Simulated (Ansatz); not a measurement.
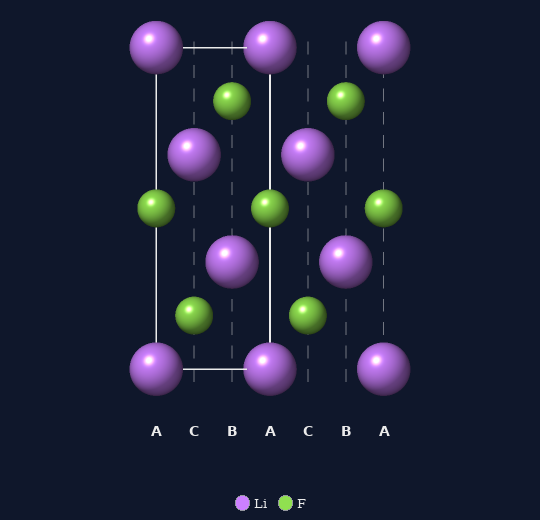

Projection along an edge of the hexagonal mesh, stacking direction [111] upwards. The dashed lines mark the three columns A (0, 0), B (1/3, 2/3) and C (2/3, 1/3). The box is the hexagonal cell of the face-centred cubic lattice. The sequence starts with the first layer at or above the cell's origin.

The compound is LiF, taken as the geometry relaxed with DFT, PBE, PAW with Ansatz's default frozen-core files, scalar-relativistic (Ansatz 0.2.0); the starting structure was generated, so it need not be a known form of this composition.

Question: List the layers of one repeat.

Answer: Li(A) – F(C) – Li(B) – F(A) – Li(C) – F(B) (six layers in 7.05 Å).

Question: How are the F layers alone stacked?

Answer: F layers alone: CAB, the cubic close-packed type.

Question: Which positions between or in the F layers do the other atoms fill?

Answer: Li: three octahedral sites (per hexagonal cell).

Heights of the layers:

```json
{"layer": "1", "atoms (column)": "Li(A)", "height (Å)": "0.00", "to next (Å)": "1.17"}
{"layer": "2", "atoms (column)": "F(C)", "height (Å)": "1.17", "to next (Å)": "1.17"}
{"layer": "3", "atoms (column)": "Li(B)", "height (Å)": "2.35", "to next (Å)": "1.17"}
{"layer": "4", "atoms (column)": "F(A)", "height (Å)": "3.52", "to next (Å)": "1.17"}
{"layer": "5", "atoms (column)": "Li(C)", "height (Å)": "4.70", "to next (Å)": "1.17"}
{"layer": "6", "atoms (column)": "F(B)", "height (Å)": "5.87", "to next (Å)": "1.17"}
```
